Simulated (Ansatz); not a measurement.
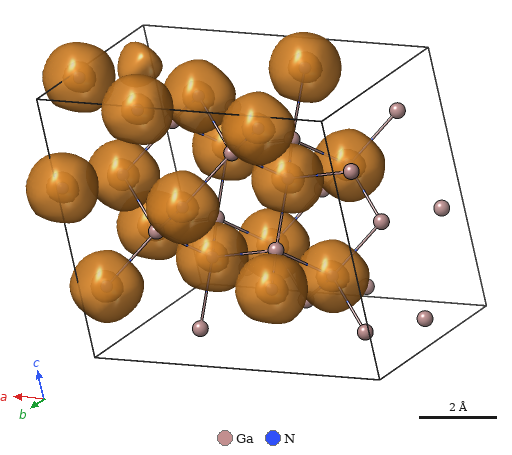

Figure. Ga₁₈N₁₇ (cell charge +1, with a compensating background) (cell with a defect). Isosurface of the ELF at 0.65 (orange), seen at an oblique angle. Core shells and regions of very low density are left out. Sticks mark near contacts.

The program warned that a starting moment wasn't kept; spin-polarised, but the moments vanished.

All numbers below come from DFT PBEsol, scalar-relativistic, plane waves, PAW in Ansatz.

Input

```
crystal:
  lattice:
    - [4.7742025077, 2.756387103, -5.1851997656]
    - [0.0, -5.512774206, -5.1851997656]
    - [-4.7742025077, 2.756387103, -5.1851997656]
  atoms:
    - { symbol: Ga, position: [0.049750977, 0.3837259807, 0.0504332289], spin: 0.5 }
    - { symbol: Ga, position: [0.0558891177, 0.0557887357, 0.3893525552] }
    - { symbol: Ga, position: [0.3892481659, 0.3893693199, 0.7223835113] }
    - { symbol: Ga, position: [0.7223189814, 0.3893549946, 0.3893139083] }
    - { symbol: Ga, position: [0.3892544835, 0.055739927, 0.0559986265] }
    - { symbol: Ga, position: [0.0558926194, 0.7227538532, 0.7223733002] }
    - { symbol: Ga, position: [0.3888443254, 0.7222899212, 0.3889035439] }
    - { symbol: Ga, position: [0.7218483952, 0.0553398544, 0.721977571] }
    - { symbol: Ga, position: [0.7223331346, 0.7227028823, 0.0559616925] }
    - { symbol: Ga, position: [0.7819924006, 0.1167635812, 0.1052826159], spin: 0.5 }
    - { symbol: Ga, position: [0.7771449585, 0.777955012, 0.4445411783] }
    - { symbol: Ga, position: [0.1067943283, 0.1159418783, 0.7837860517], spin: 0.5 }
    - { symbol: Ga, position: [0.4444768158, 0.1106584166, 0.4445632265] }
    - { symbol: Ga, position: [0.1111301473, 0.7770062492, 0.1112601397] }
    - { symbol: Ga, position: [0.7822474677, 0.4396209966, 0.7823052614], spin: 0.5 }
    - { symbol: Ga, position: [0.1111453504, 0.4446410167, 0.4436315108] }
    - { symbol: Ga, position: [0.4444678362, 0.777964652, 0.7772514125] }
    - { symbol: Ga, position: [0.4435898719, 0.4446223683, 0.1112510146] }
    - { symbol: "N", position: [0.9305143972, 0.9306534995, 0.2627736769] }
    - { symbol: "N", position: [0.2626765006, 0.2640024819, 0.5972369179] }
    - { symbol: "N", position: [0.5971591854, 0.2639812547, 0.2627869239] }
    - { symbol: "N", position: [0.2626668052, 0.9306125254, 0.9306108195] }
    - { symbol: "N", position: [0.9304962766, 0.596169911, 0.5972490985] }
    - { symbol: "N", position: [0.2633467052, 0.5968225333, 0.2634297486] }
    - { symbol: "N", position: [0.596551996, 0.9300384336, 0.5966497296] }
    - { symbol: "N", position: [0.5971561123, 0.596176414, 0.9305994493] }
    - { symbol: "N", position: [0.9851367229, 0.3186042572, 0.3170639931] }
    - { symbol: "N", position: [0.9853809028, 0.987006878, 0.6535854155] }
    - { symbol: "N", position: [0.31714942, 0.318553177, 0.9851990186] }
    - { symbol: "N", position: [0.6534665005, 0.3188631558, 0.6535179991] }
    - { symbol: "N", position: [0.3190638983, 0.9856846754, 0.3191779003] }
    - { symbol: "N", position: [0.9851436006, 0.6504558503, 0.9851820597] }
    - { symbol: "N", position: [0.3190791677, 0.652544431, 0.6522924571] }
    - { symbol: "N", position: [0.653469486, 0.9868907695, 0.9854779112] }
    - { symbol: "N", position: [0.6522296435, 0.6525278644, 0.3191361827] }
  host:
    lattice:
      - [3.1828016718, 0.0, 0.0]
      - [-1.5914008359, 2.756387103, 0.0]
      - [0.0, 0.0, 5.1851997656]
    atoms:
      - { symbol: Ga, position: [0.6666666667, 0.3333333333, 0.4991747701] }
      - { symbol: Ga, position: [0.3333333333, 0.6666666667, 0.9991747701] }
      - { symbol: "N", position: [0.6666666667, 0.3333333333, 0.8758252299] }
      - { symbol: "N", position: [0.3333333333, 0.6666666667, 0.3758252299] }
total_charge: 1
basis:
  ecutwfc: 420
  xc_grid: 2
kpoints:
  mp_grid: { grid: [2, 2, 2], shift: [0.5, 0.5, 0.5] }
hamiltonian:
  xc: pbesol
scf:
  occupations: { method: gaussian, width: 0.02 }
  lower_state_search: "off"
output:
  forces: true
  stress: false
  eigenvalues: true
  populations: true
  charged_corrections:
    defect_position: [0.93028048, 0.26361381, 0.93028048]
    epsilon: [[10.0979, 0.0, 0.0], [0.0, 10.0979, 0.0], [0.0, 0.0, 11.201]]
  write_density: true
  write_potential: true
  elf: true
  volumetric_format: npy
magnetization:
  spin_polarized: true
relax:
  adjacent_minimum: "off"
  f_tol: 0.03
  max_steps: 40
```

Launched as:

```sh
ansatz run input.yaml --threads 8 --pin off --max-ram 16384MiB --backend cpu --events-out ev --progress --plain --runs-dir out
```

The fields are those of the run's last geometry, not of the input's.

Q: Identify the bonds, lone pairs and shells in this picture.

A: The surface consists of 17 regions wrapped around N (the valence shell of each) and one pocket between the atoms, centred on no nucleus (multi-centre or interstitial), counted in one cell of 35 atoms. Any copies at cell faces, edges or corners count once. Along the contacts the grid gives the following. Ga–N (1.93 Å): the ELF peaks at about 0.85 in the valence shell of N, 0.7 Å from its nucleus, and is about 0.50 at the midpoint. Ga–N (1.97 Å): the ELF peaks at about 0.85 in the valence shell of N, 0.7 Å from its nucleus, and is about 0.45 at the midpoint.

Q: Does the calculation make it a metal, or give it a gap?

A: It is gapped, with a Kohn–Sham gap of 2.5 eV on the k-point mesh, an upper bound to the gap of this method.
